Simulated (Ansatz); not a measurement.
## Single-point calculation of NiSi2

System: NiSi2 (3 atoms in the cell).
Method: DFT r2SCAN, scalar-relativistic, plane waves, PAW, no spin polarisation (Ansatz 0.2.0).

The structure derives from a Materials Project entry. It belongs to a series of runs on one base structure; here: band edges of the strained film's bulk. Figures and captions count atoms from 1; the log counts them from 0 in places.

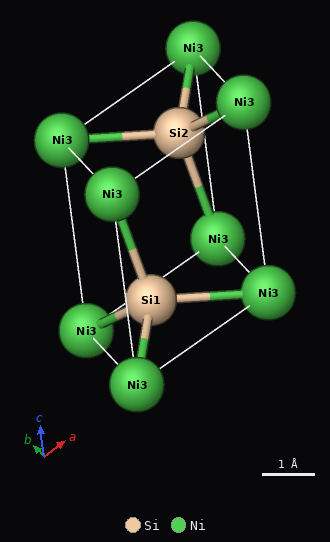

Figure 1. The structure as given in the input (ball-and-stick view of the reduced cell, seen slightly off an axis; atoms are numbered from 1 in the order of the input). Near neighbours in the crystal (not all of them lie inside the picture): Si has 4 Ni at 2.33 to 2.35 Å; Ni has 8 Si at 2.33 to 2.35 Å.

Input:
```yaml
crystal:
  lattice:
    - [3.8492788328, 2.01e-08, 0.0005177797]
    - [-1.924639399, 3.3335732655, -0.0005177797]
    - [-1.924226389, 1.1109526237, 3.0871133157]
  atoms:
    - { symbol: Si, position: [0.2515319756, 0.7484680244, 0.7541673714] }
    - { symbol: Si, position: [0.7484680244, 0.2515319756, 0.2458326286] }
    - { symbol: Ni, position: [0.0, 0.0, 0.0] }
basis:
  ecutwfc: 500
kpoints:
  mp_grid: { grid: [9, 9, 11] }
hamiltonian:
  xc: r2scan
scf:
  occupations: { method: gaussian, width: 0.1 }
output:
  forces: true
  stress: true
  eigenvalues: true
```

Hardware: 8 threads of Intel Xeon @ 2.10GHz (Emerald Rapids), 189 GiB of memory available, shared host.

Launch command:
```bash
ansatz run input.yaml --threads 8 --pin off --max-ram 20480MiB --backend cpu --events-out ev --progress --plain --runs-dir out
```

The program's output:
```
Engine: ansatz 0.2.0, x86_64-unknown-linux-gnu
Pseudopotentials: kind: paw
Pseudopotential: Si, paw, valence charge 4, recommended cutoff 500 eV (meta_gga), Si.paw.azcp
Pseudopotential: Ni, paw, valence charge 18, recommended cutoff 500 eV (meta_gga), Ni.paw.azcp
Functional definition: r2SCAN
  parameter k0 = 0.174
  parameter k1 = 0.065
  parameter a1 = 4.9479
  exchange = r2scan_x(k0 = k0, k1 = k1, a1 = a1)
  correlation = r2scan_c
Crystal: 3 atoms, lattice volume = 39.618 Å³
Basis set: ecut = 500 eV, 959 PW (Γ), exchange–correlation on 120×120×120 points (64 copies of the dense FFT grid, shifted against one another)
Bands: 17, of which v1, the nominal top of the filled ones, is band 13 counted from 1 (12 counted from 0)
Symmetry: 4 space group operations
Space group: C2/m (ITA 12), of the structure as read, at distance tolerance 3.4e-5 Å
k-points: 250 of 891
Non-local potential: Si, projectors of the file, l = 0: 2, l = 1: 2, l = 2: 2
Non-local potential: Ni, projectors of the file, l = 0: 3, l = 1: 2, l = 2: 3, l = 3: 1
PAW form: soft (Blöchl's): semilocal exchange-correlation on the pseudo side does not see the compensation charge
PAW frozen core: Si, regenerated for the run's functional (the file was generated under x = pbe(κ = 0.804, μ = 0.2195149727645171), c = pbe(β = 0.06672455060314922))
PAW frozen core: Ni, regenerated for the run's functional (the file was generated under x = pbe(κ = 0.804, μ = 0.2195149727645171), c = pbe(β = 0.06672455060314922))
PAW one-centre angular grid: Si, 302 points (default); XC on 160 Gauss nodes
PAW one-centre angular grid: Ni, 590 points (default); XC on 160 Gauss nodes
Initial density: superposition of atomic densities (neutral atoms: chi_scale 0, normalization atom), corrected by the library's trained network
Initial wavefunctions: pseudopotential atomic-orbital guess
Functional: x = r2scan, c = r2scan; τ floored in thin density (d = 2e-4 eV/Å³)
SCF iter   1: F=—  HF=-7124.401624 eV  |F-HF|=—  |Δ(HF+E_count)|=         —  Δρ=1.54e-2  dr2=9.77e-2  dr2_τ=6.84e-2  ethr=1.77e-3  ⟨swp⟩=5.2  Hψ=22167  notcnv=0
preconditioner: auto → Kerker (q_TF=auto, 2.543 Å⁻¹)  [metal: Δε(μ)=0.010 eV  Ē_g=8.819 eV  σ=0.100 eV  W_gap=0.06  n_scr=14 (ndim 8)  ℏωp=25.0 eV  f_vac=0.000  D(μ)=0.97/eV (n_scr^D=8)]
SCF iter   2: F=—  HF=-7124.480094 eV  |F-HF|=—  |Δ(HF+E_count)|=   7.85e-2  Δρ=1.83e-2  dr2=7.12e-2  dr2_τ=5.36e-4  ethr=3.76e-4  ⟨swp⟩=2.3  Hψ=9633  notcnv=0  defer=11
SCF iter   3: F=—  HF=-7124.470735 eV  |F-HF|=—  |Δ(HF+E_count)|=   9.36e-3  Δρ=5.04e-3  dr2=1.24e-2  dr2_τ=2.63e-5  ethr=2.74e-4  ⟨swp⟩=2.1  Hψ=6515  notcnv=0  defer=11
SCF iter   4: F=—  HF=-7124.469182 eV  |F-HF|=—  |Δ(HF+E_count)|=   1.55e-3  Δρ=2.59e-3  dr2=1.56e-3  dr2_τ=9.17e-6  ethr=4.76e-5  ⟨swp⟩=1.7  Hψ=5720  notcnv=0  defer=11
SCF iter   5: F=—  HF=-7124.469160 eV  |F-HF|=—  |Δ(HF+E_count)|=   2.22e-5  Δρ=1.40e-3  dr2=5.13e-4  dr2_τ=8.90e-6  ethr=6.02e-6  ⟨swp⟩=1.9  Hψ=6188  notcnv=0  defer=11
SCF iter   6: F=—  HF=-7124.469126 eV  |F-HF|=—  |Δ(HF+E_count)|=   3.32e-5  Δρ=5.18e-4  dr2=6.37e-5  dr2_τ=1.94e-7  ethr=1.97e-6  ⟨swp⟩=2.5  Hψ=5950  notcnv=0  defer=11
SCF iter   7: F=—  HF=-7124.469125 eV  |F-HF|=—  |Δ(HF+E_count)|=   1.04e-6  Δρ=1.53e-4  dr2=6.07e-6  dr2_τ=4.61e-8  ethr=2.45e-7  ⟨swp⟩=1.0  Hψ=4312  notcnv=0  defer=11
SCF iter   8: F=—  HF=-7124.469126 eV  |F-HF|=—  |Δ(HF+E_count)|=   3.44e-7  Δρ=2.73e-5  dr2=3.57e-7  dr2_τ=4.74e-9  ethr=2.33e-8  ⟨swp⟩=2.7  Hψ=7668  notcnv=0  defer=11
SCF iter   9: F=-7124.469126 eV  HF=-7124.469126 eV  |F-HF|=7.83e-9  |Δ(HF+E_count)|=   4.62e-9  Δρ=1.16e-5  dr2=2.76e-8  dr2_τ=1.82e-10  ethr=3.85e-10  ⟨swp⟩=5.2  Hψ=16638  notcnv=0
SCF 1 converged in 9 iterations: F = -7124.469126 eV  dr2 = 2.76e-8
  greatest PAW one-centre occupation: 1.000 electrons in one spin orbital (limit 2), on the Ni atom at site 2 (counted from 0), in its partial waves of l = 1
SCF converged after 9 iterations
Free energy (F): -7124.469126 eV
Harris-Foulkes:  -7124.469126 eV  (|F-HF|=7.83e-9)
Internal energy: -7124.464248 eV  (E = F + TS)
E sigma→0 (E₀):  -7124.466687 eV
Entropy (-TS):   -0.004878 eV (-1.626 meV/atom)
Fermi energy:    13.274373 eV
--- Per-component energies (eV) ---
  E_band       = -371.444079
  E_kinetic    = 370.167695
  E_local      = -4916.520605  (includes V_loc(G=0)·N_el)
  E_nonlocal   = 681.512455
  E_hartree    = 2130.854968
  E_xc         = -185.787696
  E_vxc        = -223.459479  (∫ρ·V_xc dr)
  E_paw        = -2678.958357  (= ΣΔE_a)
  E_vpaw       = -558.366595  (= ΣTr[D̂ρ^β])
  E_aug_tail   = 0.000276  (compensation charges beyond the density's cutoff)
  E_vtau       = 13.524326  (kinetic-family band-sum trace: ∫τ·v_τ [+ j·A + Jᵃ·Aᵃ] dr)
  E_ewald      = -2525.280049
  E_core_change = -0.452935  (= ΣΔE_core)
  E_smearing   = -0.004878  (= −TS)
  E_closure    = -0.000000  (closes the sum)
  Σ components = -7124.469126   (vs F -7124.469126, Δ=0.00e0)
--- Forces (eV/Å), atoms counted from 1 ---
  atom   1  Si     0.00100967    -0.00058293     0.00283215
  atom   2  Si    -0.00100967     0.00058293    -0.00283215
  atom   3  Ni     0.00000000     0.00000000     0.00000000
  max |Σ_I F_I| component: 5.92e-31 eV/Å
--- Stress (GPa, compression-positive) ---
       -3.155123       0.122981      -0.004215
        0.122981      -3.013117       0.002434
       -0.004215       0.002434      -0.010284
  P = ⅓ Tr σ = -2.0595 GPa (-20.595 kbar)
--- Band table (eV; the first three rows and the last of 250) ---
  k-point 0: bands = ["-95.1310", "-54.0493", "-54.0462", "-54.0436", "-1.3733", "7.7224", "7.7246", "7.8051", "9.4994", "9.5019", "13.2236", "14.9223", "14.9243", "15.1091", "15.3948", "15.4019", "15.7658"]
  k-point 1: bands = ["-95.1310", "-54.0493", "-54.0462", "-54.0437", "-1.2414", "7.5532", "7.7641", "7.7662", "9.4742", "9.4767", "13.0228", "13.9688", "14.2891", "14.2937", "16.0085", "16.0126", "17.1636"]
  k-point 2: bands = ["-95.1310", "-54.0494", "-54.0462", "-54.0439", "-0.8487", "6.8472", "7.8763", "7.8776", "9.4249", "9.4271", "11.6761", "13.5189", "13.5249", "14.1191", "16.0662", "16.0703", "17.2900"]
  k-point 249: bands = ["-95.1310", "-54.0502", "-54.0466", "-54.0441", "1.8395", "5.5117", "6.1234", "8.1332", "8.1460", "9.5450", "9.7588", "10.0201", "10.2448", "13.0411", "15.1937", "19.8266", "20.8805"]
```

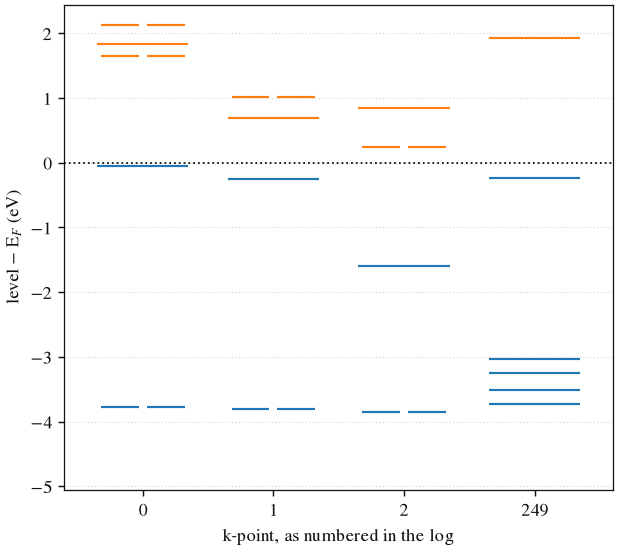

Figure 2. Kohn–Sham levels near the Fermi level (dotted) at the few k-points that the log prints; levels within 0.02 eV of each other stand side by side. The system is metallic on the full mesh.

Results in brief:

| quantity | value |
| --- | --- |
| outcome | converged |
| space group (tolerance 0.01 Å) | R-3m (166) |
| electrons treated | 26 |
| free energy | −7124.4691 eV |
| Fermi energy | 13.274 eV |
| gap on the k-point mesh | none (metallic) |
| pressure | −2.06 GPa |
| largest force (length of the vector) | 0.003 eV/Å |
| wall time | 9.7 s (CPU time 37 s) |
| peak memory | 0.66 GiB |

The run has no spin polarisation, so a magnetic state may lie lower.
